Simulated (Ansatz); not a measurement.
A series of calculations on Al

## 1. Relaxation

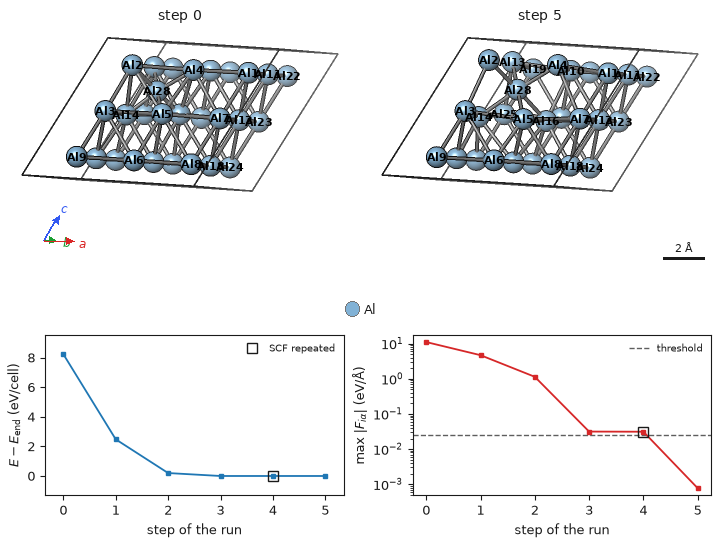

First and last geometry of a relaxation of a defect cell of composition Al, with the history of the run. The picture is a ball-and-stick view of the cell of the calculation, reduced to other axes (origin shifted), seen from a free direction. Lengths and directions refer to the drawn axes.

Case: Al interstitial, charge +0, atoms relaxed at the host's cell.

Method: DFT PBE, scalar-relativistic, plane waves, PAW (Ansatz).

Input
```yaml
crystal:
  lattice:
    - [-6.062431381, 6.062431381, 0.0]
    - [0.0, 6.062431381, -6.062431381]
    - [-6.062431381, 0.0, -6.062431381]
  atoms:
    - { symbol: Al, position: [0.0, 0.6666666667, 0.6666666667] }
    - { symbol: Al, position: [0.0010926117, 0.3422616068, 0.6667829738] }
    - { symbol: Al, position: [0.0, 0.6666666667, 0.3333333333] }
    - { symbol: Al, position: [-0.0047939605, -0.0072325885, 0.6606139284] }
    - { symbol: Al, position: [-0.0046136768, 0.3367571145, 0.3378962673] }
    - { symbol: Al, position: [0.0, 0.6666666667, 0.0] }
    - { symbol: Al, position: [0.0, 0.0, 0.3333333333] }
    - { symbol: Al, position: [0.0, 0.3333333333, 0.0] }
    - { symbol: Al, position: [0.0, 0.0, 0.0] }
    - { symbol: Al, position: [0.3333333333, 0.6666666667, 0.6666666667] }
    - { symbol: Al, position: [0.3333333333, 0.3333333333, 0.6666666667] }
    - { symbol: Al, position: [0.3333333333, 0.6666666667, 0.3333333333] }
    - { symbol: Al, position: [0.3288204301, -0.0022311818, 0.6664984201] }
    - { symbol: Al, position: [0.3185017329, 0.3422482688, 0.3197424819] }
    - { symbol: Al, position: [0.3333333333, 0.6666666667, 0.0] }
    - { symbol: Al, position: [0.3378817912, 0.0029054112, 0.3456170887] }
    - { symbol: Al, position: [0.3333333333, 0.3333333333, 0.0] }
    - { symbol: Al, position: [0.3333333333, 0.0, 0.0] }
    - { symbol: Al, position: [0.6666666667, 0.6666666667, 0.6666666667] }
    - { symbol: Al, position: [0.6666666667, 0.3333333333, 0.6666666667] }
    - { symbol: Al, position: [0.6666666667, 0.6666666667, 0.3333333333] }
    - { symbol: Al, position: [0.6666666667, 0.0, 0.6666666667] }
    - { symbol: Al, position: [0.6666666667, 0.3333333333, 0.3333333333] }
    - { symbol: Al, position: [0.6666666667, 0.6666666667, 0.0] }
    - { symbol: Al, position: [0.6666666667, 0.0, 0.3333333333] }
    - { symbol: Al, position: [0.6666666667, 0.3333333333, 0.0] }
    - { symbol: Al, position: [0.6666666667, 0.0, 0.0] }
    - { symbol: Al, position: [0.1802315161, 0.165075196, 0.4966244308] }
basis:
  ecutwfc: 420
  xc_grid: 2
kpoints:
  mp_grid: { grid: [4, 4, 4], shift: [0.0, 0.0, 0.0] }
hamiltonian:
  xc: pbe
scf:
  occupations: { method: gaussian, width: 0.1 }
output:
  forces: true
  stress: false
  eigenvalues: true
  write_density: true
  write_potential: true
  elf: true
  volumetric_format: npy
relax:
  adjacent_minimum: "off"
  f_tol: 0.025
  max_steps: 45
```

Command:
```bash
ansatz run input.yaml --threads 4 --pin off --max-ram 8192MiB --backend cpu --events-out ev --progress --plain --runs-dir out
```

Did the run converge, and what did it change?

It converged. The energy falls by 8.230 eV per cell of the calculation in 4 accepted moves (5 points after the start). The largest force component goes from 11 to 0.00077 eV/Å. 1 step only repeated the SCF at the same geometry. Al16 moves most: 0.47 Å roughly along [2 1 −2]. The lattice vectors keep their values. Near-neighbour distances that change, for instance: Al13–Al16 2.692 → 3.414 Å, Al5–Al14 2.719 → 3.372 Å, Al14–Al16 2.729 → 3.376 Å, Al2–Al13 2.884 → 3.468 Å. Among the angles between lasting bonds that change: Al13–Al28–Al14 100.3° → 91.0°, Al4–Al28–Al14 169.6° → 176.5°, Al5–Al28–Al16 93.3° → 87.5°.

| step | E − E(0), meV/atom | largest force component, eV/Å | note |
| --- | --- | --- | --- |
| 0 | 0.00 | 11.0635 |  |
| 1 | -205.45 | 4.6835 |  |
| 2 | -286.85 | 1.1364 |  |
| 3 | -293.94 | 0.0315 |  |
| 4 | -293.94 | 0.0312 | same geometry, SCF repeated |
| 5 | -293.94 | 0.0008 |  |

## 2. Relaxation

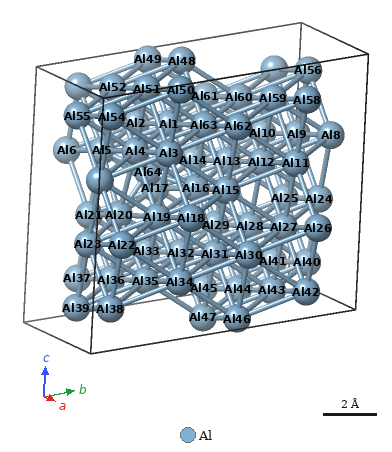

This is the input geometry for a relaxation of a defect cell of composition Al. Style: ball-and-stick. Shown: the cell of the calculation (origin shifted), slightly off an axis.

Case: Al interstitial, charge +0, atoms relaxed at the host's cell.

These are results of DFT PBE, scalar-relativistic, plane waves, PAW in Ansatz 0.2.0, not measurements.

(plane-wave cutoff 420 eV; k-point mesh 3 × 3 × 3; occupations gaussian; smearing width 0.1 eV; no spin polarisation; atoms relaxed in a fixed cell; force threshold 0.025 eV/Å; at most 45 steps)

```xyz
64
Lattice="-6.0624 -8.0832 2.0208 -8.0832 2.0208 -6.0624 2.0208 -6.0624 -8.0832" Properties=species:S:1:pos:R:3 pbc="T T T"
Al  -10.0757  -10.1449  -12.1103
Al   -8.0832   -8.0832  -12.1249
Al   -6.0624   -6.0624  -12.1249
Al  -10.1037  -12.1321  -10.1525
Al   -8.0906  -10.0433  -10.1589
Al   -6.0624   -8.0832  -10.1041
Al   -4.0416   -6.0624  -10.1041
Al   -8.0832  -12.1249   -8.0832
Al   -6.0624  -10.1041   -8.0832
Al   -4.0416   -8.0832   -8.0832
Al   -2.0208   -6.0624   -8.0832
Al   -6.0624  -12.1249   -6.0624
Al   -4.0416  -10.1041   -6.0624
Al   -2.0208   -8.0832   -6.0624
Al    0.0000   -6.0624   -6.0624
Al  -12.2269  -10.0589  -10.1961
Al  -10.0383   -8.1562  -10.0235
Al   -8.0832   -6.0624  -10.1041
Al   -6.0624   -4.0416  -10.1041
Al   -9.9317  -10.1399   -8.0549
Al   -8.0832   -8.0832   -8.0832
Al   -6.0624   -6.0624   -8.0832
Al   -4.0416   -4.0416   -8.0832
Al   -8.0832  -10.1041   -6.0624
Al   -6.0624   -8.0832   -6.0624
Al   -4.0416   -6.0624   -6.0624
Al   -2.0208   -4.0416   -6.0624
Al   -6.0624  -10.1041   -4.0416
Al   -4.0416   -8.0832   -4.0416
Al   -2.0208   -6.0624   -4.0416
Al    0.0000   -4.0416   -4.0416
Al  -12.1249   -8.0832   -8.0832
Al  -10.1041   -6.0624   -8.0832
Al   -8.0832   -4.0416   -8.0832
Al   -6.0624   -2.0208   -8.0832
Al  -10.1041   -8.0832   -6.0624
Al   -8.0832   -6.0624   -6.0624
Al   -6.0624   -4.0416   -6.0624
Al   -4.0416   -2.0208   -6.0624
Al   -8.0832   -8.0832   -4.0416
Al   -6.0624   -6.0624   -4.0416
Al   -4.0416   -4.0416   -4.0416
Al   -2.0208   -2.0208   -4.0416
Al   -6.0624   -8.0832   -2.0208
Al   -4.0416   -6.0624   -2.0208
Al   -2.0208   -4.0416   -2.0208
Al    0.0000   -2.0208   -2.0208
Al  -12.1249   -6.0624   -6.0624
Al  -10.1041   -4.0416   -6.0624
Al   -8.0832   -2.0208   -6.0624
Al   -6.0624    0.0000   -6.0624
Al  -10.1041   -6.0624   -4.0416
Al   -8.0832   -4.0416   -4.0416
Al   -6.0624   -2.0208   -4.0416
Al   -4.0416    0.0000   -4.0416
Al   -8.0832   -6.0624   -2.0208
Al   -6.0624   -4.0416   -2.0208
Al   -4.0416   -2.0208   -2.0208
Al   -2.0208    0.0000   -2.0208
Al   -6.0624   -6.0624    0.0000
Al   -4.0416   -4.0416    0.0000
Al   -2.0208   -2.0208    0.0000
Al    0.0000    0.0000    0.0000
Al  -10.1658  -10.0315  -10.0739
```

Question: Where does the relaxation end?

Answer: Al16 moves most: 1.07 Å along [3 3 −2]. The cell doesn't change. Near-neighbour distances that change, for instance: Al16–Al17 2.905 → 4.152 Å, Al1–Al16 2.881 → 4.068 Å, Al16–Al27 3.941 → 2.794 Å, Al4–Al16 2.968 → 4.032 Å. Among the angles between lasting bonds that change: Al4–Al64–Al17 174.4° → 135.0°, Al1–Al64–Al20 168.9° → 135.0°, Al1–Al64–Al16 89.1° → 111.3°. After 8 geometry steps the energy has fallen by 8.210 eV per cell of the calculation. The largest force component goes from 12 to 0.0078 eV/Å.

Step by step:

| step | E − E(0), meV/atom | largest force component, eV/Å |
| --- | --- | --- |
| 0 | 0.00 | 11.5746 |
| 1 | -78.33 | 5.0352 |
| 2 | -115.86 | 1.5944 |
| 3 | -124.80 | 0.2957 |
| 4 | -126.13 | 0.1724 |
| 5 | -126.99 | 0.2772 |
| 6 | -128.15 | 0.0681 |
| 7 | -128.23 | 0.0424 |
| 8 | -128.28 | 0.0078 |

After the run, drawn alike:

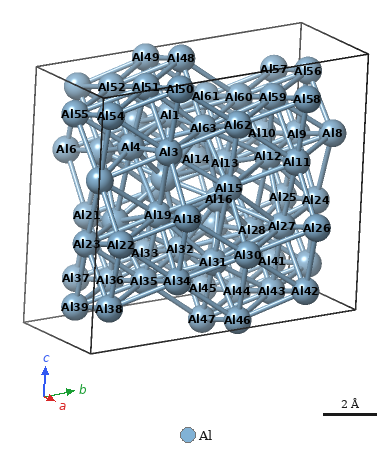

## 3. Defect

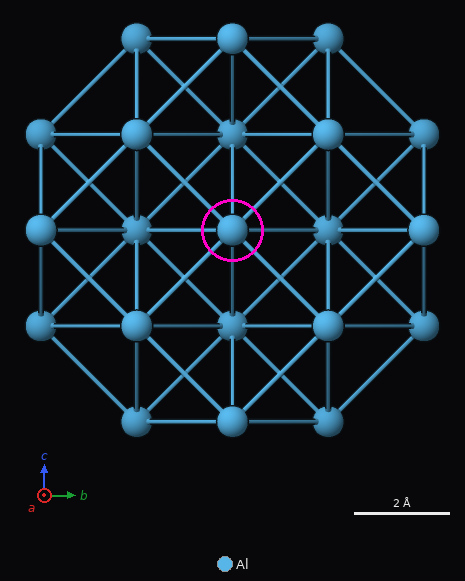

Perfect Al. Style: ball-and-stick. Shown: the atoms within 5.4 Å of one point, in a slice 5.0 Å thick across the line of sight, along the a axis.

All numbers below come from DFT PBE, scalar-relativistic, plane waves, PAW in Ansatz. (plane-wave cutoff 420 eV; k-point mesh 4 × 4 × 4; occupations gaussian; smearing width 0.1 eV; no spin polarisation) The cell is small and the k-mesh coarse, so the numbers are rough. The axes drawn are those of the host's conventional cell.

An extra aluminium atom is put between the host's atoms (an interstitial) at the ringed place, in charge state 0. The supercell has 27 sites, and the atoms are relaxed at the host's cell.

Q: How do the neighbours respond?

A: The Al atom starts with 6 Al at 2.02 Å around its place and ends with 6 Al at 2.40 to 2.42 Å. Of the host's atoms, an aluminium atom moves furthest from its site, by 0.43 Å. The Al atom itself moves 0.11 Å from where it was put.

The relaxed defect, seen from the same direction:

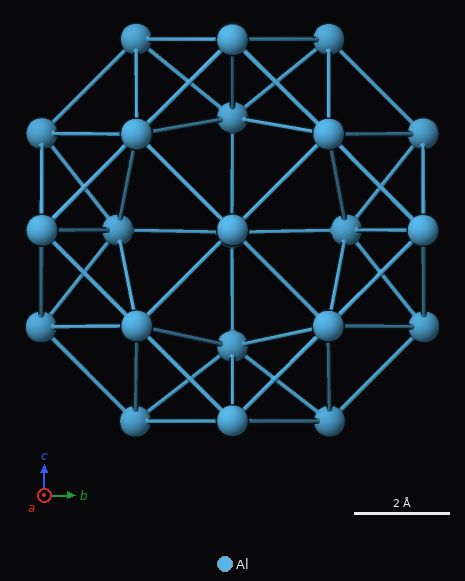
